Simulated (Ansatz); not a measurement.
**What a change does: single-point calculation on InSb**

System: InSb (F-43m, 2 atoms in the cell).
Method of the first run: DFT, r2SCAN, PAW, plane waves (Ansatz 0.2.0).

The structure was built on a prototype by a generator. Text and figures count atoms from 1; the logs count them from 0 in places.

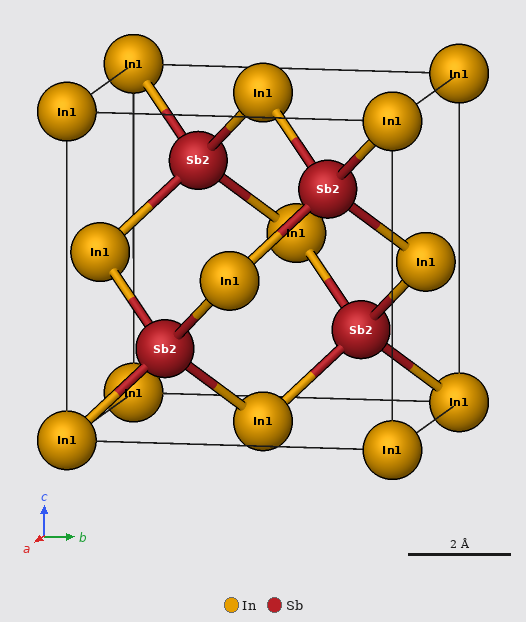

The structure (ball-and-stick view of the cell 4 times as large as that of the calculation, set on its symmetry axes, seen slightly off an axis; atoms are numbered from 1 in the order of the input).

## Input file, the first run
```yaml
crystal:
  lattice:
    - [0.000000, 3.260043, 3.260043]
    - [3.260043, 0.000000, 3.260043]
    - [3.260043, 3.260043, 0.000000]
  atoms:
    - { symbol: In, position: [0.000000, 0.000000, 0.000000] }
    - { symbol: Sb, position: [0.250000, 0.250000, 0.250000] }
kpoints:
  mp_grid: { grid: [6, 6, 6] }
  band_path: { path: [VBM, CBM], npoints: 2 }
hamiltonian:
  xc: r2scan
scf:
  occupations: { method: fermi_dirac, width: 0.01 }
output:
  forces: true
  eigenvalues: true
  populations: true
```

Hardware: 7 CPU threads, shared host.

## Output, shortened to warnings, some set-up lines, iterations and results (the first run)
```
Basis set: ecut = 500 eV, 1807 PW (Γ), exchange–correlation on 144×144×144 points (64 copies of the dense FFT grid, shifted against one another)
Symmetry: 24 space group operations
k-points: 16 of 216 (time reversal used)
Initial density: superposition of atomic densities (neutral atoms: chi_scale 0, normalization atom), corrected by the library's trained network
[...]
SCF iter   1: F=—  HF=-12111.411752 eV  |F-HF|=—  |Δ(HF+E_count)|=         —  Δρ=6.17e-3  dr2=1.49e-2  dr2_τ=6.66e-3  ethr=1.77e-3  ⟨swp⟩=6.5  Hψ=1654  notcnv=0
SCF iter   2: F=—  HF=-12111.418671 eV  |F-HF|=—  |Δ(HF+E_count)|=   6.92e-3  Δρ=1.91e-3  dr2=1.63e-3  dr2_τ=6.82e-5  ethr=5.32e-5  ⟨swp⟩=3.0  Hψ=676  notcnv=0
SCF iter   3: F=—  HF=-12111.419081 eV  |F-HF|=—  |Δ(HF+E_count)|=   4.09e-4  Δρ=8.94e-4  dr2=2.75e-4  dr2_τ=7.37e-6  ethr=5.82e-6  ⟨swp⟩=2.9  Hψ=488  notcnv=0
SCF iter   4: F=—  HF=-12111.419145 eV  |F-HF|=—  |Δ(HF+E_count)|=   6.43e-5  Δρ=1.14e-4  dr2=5.65e-6  dr2_τ=1.50e-7  ethr=9.82e-7  ⟨swp⟩=3.0  Hψ=522  notcnv=0
SCF iter   5: F=—  HF=-12111.419146 eV  |F-HF|=—  |Δ(HF+E_count)|=   1.35e-6  Δρ=2.06e-5  dr2=2.20e-7  dr2_τ=7.53e-9  ethr=2.02e-8  ⟨swp⟩=2.0  Hψ=512  notcnv=0
SCF iter   6: F=-12111.419146 eV  HF=-12111.419146 eV  |F-HF|=8.01e-9  |Δ(HF+E_count)|=   7.71e-8  Δρ=4.70e-6  dr2=8.90e-9  dr2_τ=4.25e-10  ethr=3.57e-10  ⟨swp⟩=6.1  Hψ=1283  …
SCF 1 converged in 6 iterations: F = -12111.419146 eV  dr2 = 8.90e-9
NSCF: frozen V_eff on 16 k-points
NSCF: frozen V_eff on 16 k-points
NSCF: frozen V_eff on 4 k-points
NSCF: frozen V_eff on 2 k-points
NSCF: frozen V_eff on 2 k-points
NSCF: frozen V_eff on 2 k-points
NSCF: frozen V_eff on 2 k-points
NSCF: frozen V_eff on 2 k-points
NSCF: frozen V_eff on 2 k-points
NSCF: frozen V_eff on 2 k-points
NSCF: frozen V_eff on 3 k-points
SCF converged after 6 iterations
Free energy (F): -12111.419146 eV
Harris-Foulkes:  -12111.419146 eV  (|F-HF|=8.01e-9)
Internal energy: -12111.419142 eV  (E = F + TS)
E sigma→0 (E₀):  -12111.419144 eV
Entropy (-TS):   -0.000005 eV (-0.002 meV/atom)
Fermi energy:    7.024774 eV
--- Per-component energies (eV) ---
  E_band       = -284.664015
  E_kinetic    = 449.428539
  E_local      = -3227.424601  (includes V_loc(G=0)·N_el)
  E_nonlocal   = 731.543837
  E_hartree    = 1389.408902
  E_xc         = -327.769914
  E_vxc        = -208.822828  (∫ρ·V_xc dr)
  E_paw        = -8787.955403  (= ΣΔE_a)
  E_vpaw       = -822.558213  (= ΣTr[D̂ρ^β])
  E_aug_tail   = 0.000007  (compensation charges beyond the density's cutoff)
  E_vtau       = 14.348982  (kinetic-family band-sum trace: ∫τ·v_τ [+ j·A + Jᵃ·Aᵃ] dr)
  E_ewald      = -2340.122091
  E_core_change = 1.471583  (= ΣΔE_core)
  E_smearing   = -0.000005  (= −TS)
  E_closure    = 0.000000  (closes the sum)
  Σ components = -12111.419146   (vs F -12111.419146, Δ=0.00e0)
--- Forces (eV/Å), atoms counted from 1 ---
  atom   1  In     0.00000000    -0.00000000    -0.00000000
  atom   2  Sb    -0.00000000     0.00000000     0.00000000
  max |Σ_I F_I| component: 5.55e-17 eV/Å
--- Löwdin populations: 2 sites ---
  site symbol       q [e]
     0     In     12.9882
     1     Sb     14.9691
  spilling = 0.001524 (of n_electrons = 28.000000)
```

The input of the second run differs as follows (lines with − go, lines with + come):
```diff
-  xc: r2scan
+  xc: hse06
```

What does this change do to the results?

The total energies belong to different methods, so their difference says nothing on which is more stable or more accurate. The functional changes from r2SCAN to HSE06. The SCF takes 14 iterations against 6. The default cutoff goes from 500 to 420 eV with the change. The plane waves at Γ go from 1807 to 1363.

## Output, shortened to warnings, some set-up lines, iterations and results (the second run)
```
Basis set: ecut = 420 eV, 1363 PW (Γ), exchange–correlation on 64×64×64 points (8 copies of the dense FFT grid, shifted against one another)
Symmetry: 24 space group operations
k-points: 16 of 216 (time reversal used)
Initial density: superposition of atomic densities (neutral atoms: chi_scale 0, normalization atom), corrected by the library's trained network
[...]
SCF iter   1: F=—  HF=-12082.542363 eV  |F-HF|=—  |Δ(HF+E_count)|=         —  Δρ=1.82e-3  dr2=5.43e-3  ethr=1.77e-3  ⟨swp⟩=7.2  Hψ=1204  notcnv=0
SCF iter   2: F=—  HF=-12082.542055 eV  |F-HF|=—  |Δ(HF+E_count)|=   3.07e-4  Δρ=5.25e-4  dr2=3.45e-4  ethr=1.18e-6  ⟨swp⟩=3.1  Hψ=1510  notcnv=0  defer=2
SCF iter   3: F=—  HF=-12082.542123 eV  |F-HF|=—  |Δ(HF+E_count)|=   6.74e-5  Δρ=2.20e-4  dr2=5.60e-5  ethr=1.18e-6  ⟨swp⟩=3.2  Hψ=806  notcnv=0
SCF iter   4: F=—  HF=-12082.542215 eV  |F-HF|=—  |Δ(HF+E_count)|=   9.25e-5  Δρ=7.29e-5  dr2=6.19e-6  ethr=2.00e-7  ⟨swp⟩=3.1  Hψ=638  notcnv=0  defer=1
SCF iter   5: F=—  HF=-12082.542228 eV  |F-HF|=—  |Δ(HF+E_count)|=   1.28e-5  Δρ=1.69e-5  dr2=2.10e-7  ethr=2.21e-8  ⟨swp⟩=3.2  Hψ=611  notcnv=0
[... 7 lines ...]
SCF 2 stopped early in 4 iterations: F = -12090.884565 eV  dr2 = 6.89e-6
SCF iter   1: F=—  HF=-12090.884420 eV  |F-HF|=—  |Δ(HF+E_count)|=         —  Δρ=2.81e-5  dr2=6.18e-7  ethr=8.82e-7  ⟨swp⟩=3.3  Hψ=627  notcnv=0
SCF iter   2: F=—  HF=-12090.884421 eV  |F-HF|=—  |Δ(HF+E_count)|=   7.71e-7  Δρ=1.97e-5  dr2=2.09e-7  ethr=2.10e-9  ⟨swp⟩=4.0  Hψ=830  notcnv=0
SCF iter   3: F=-12090.884421 eV  HF=-12090.884421 eV  |F-HF|=3.83e-9  |Δ(HF+E_count)|=   3.09e-8  Δρ=2.79e-6  dr2=7.18e-9  ethr=7.35e-10  ⟨swp⟩=2.8  Hψ=553  notcnv=0  defer=1
SCF 3 converged in 3 iterations: F = -12090.884421 eV  dr2 = 7.18e-9
  Residual-converged pass: ⟨swp⟩=3.0  Hψ=686  notcnv=0  max |occ|·‖R‖ = 6.5e-6 eV (tolerance 6.7e-6 eV)  dr2=7.46e-9  dr2_onsite=2.90e-10  max |Δocc| = 1.4e-14
hybrid outer 2: dexx = +3.991e-7 eV, tail = 2.02e-8 eV, Δε = 5.70e-3 eV (about 2.17e-4 eV left of the loop's levels)
NSCF: frozen V_eff on 16 k-points
NSCF: frozen V_eff on 16 k-points
NSCF: frozen V_eff on 4 k-points
NSCF: frozen V_eff on 2 k-points
NSCF: frozen V_eff on 2 k-points
NSCF: frozen V_eff on 2 k-points
NSCF: frozen V_eff on 2 k-points
NSCF: frozen V_eff on 2 k-points
NSCF: frozen V_eff on 2 k-points
NSCF: frozen V_eff on 2 k-points
NSCF: frozen V_eff on 3 k-points
hybrid SCF converged: 2 outer / 7 inner (+7 warm-up), last move |dexx| = 3.99e-7 eV, tail = 2.02e-8 eV
Stability not checked: this state was not tested for a lower state beside it, because the functional holds exact exchange (a hybrid, or Hartree-Fock), whose exchange loop this test does not read (fock_operator; see scf.lower_state_search)
Free energy (F): -12090.884421 eV
Harris-Foulkes:  -12090.884421 eV  (|F-HF|=3.83e-9)
Internal energy: -12090.884421 eV  (E = F + TS)
E sigma→0 (E₀):  -12090.884421 eV
Fermi energy:    6.999859 eV
--- Per-component energies (eV) ---
  E_band       = -319.456078
  E_kinetic    = 450.278684
  E_local      = -3225.722744  (includes V_loc(G=0)·N_el)
  E_nonlocal   = 729.892140
  E_hartree    = 1389.805337
  E_xc         = -281.658299
  E_vxc        = -156.455057  (∫ρ·V_xc dr)
  E_exx        = -72.948396  (= α·E_x^exact, valence–valence)
  E_paw        = -8740.945605  (= ΣΔE_a)
  E_vpaw       = -751.162032  (= ΣTr[D̂ρ^β])
  E_aug_tail   = 0.000025  (compensation charges beyond the density's cutoff)
  E_ewald      = -2340.122091
  E_core_change = 0.536539  (= ΣΔE_core)
  E_smearing   = -0.000000  (= −TS)
  E_closure    = -0.000012  (closes the sum)
  Σ components = -12090.884421   (vs F -12090.884421, Δ=0.00e0)
--- Forces (eV/Å), atoms counted from 1 ---
  atom   1  In     0.00000000    -0.00000000    -0.00000000
  atom   2  Sb    -0.00000000     0.00000000    -0.00000000
  max |Σ_I F_I| component: 5.55e-17 eV/Å
--- Löwdin populations: 2 sites ---
  site symbol       q [e]
     0     In     12.9877
     1     Sb     14.9710
  spilling = 0.001477 (of n_electrons = 28.000000)
```

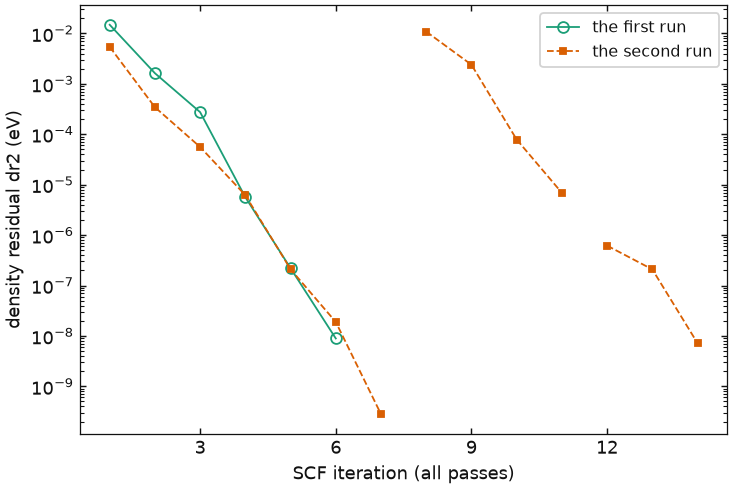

Convergence of the two runs: density residual dr2 against the SCF iteration. A break in a curve parts two SCF passes. The first run takes 6 iterations in all, and the second run takes 14.

## The two runs side by side

```csv
quantity,the first run,the second run
outcome,converged,converged
free energy per atom (eV),−6055.7096,−6045.4422
largest force (eV/Å),0.000,0.000
SCF iterations,6,14
irreducible k-points,16,16
plane waves at Γ,1807,1363
wall time (shared host),1.6 s,2 min
```
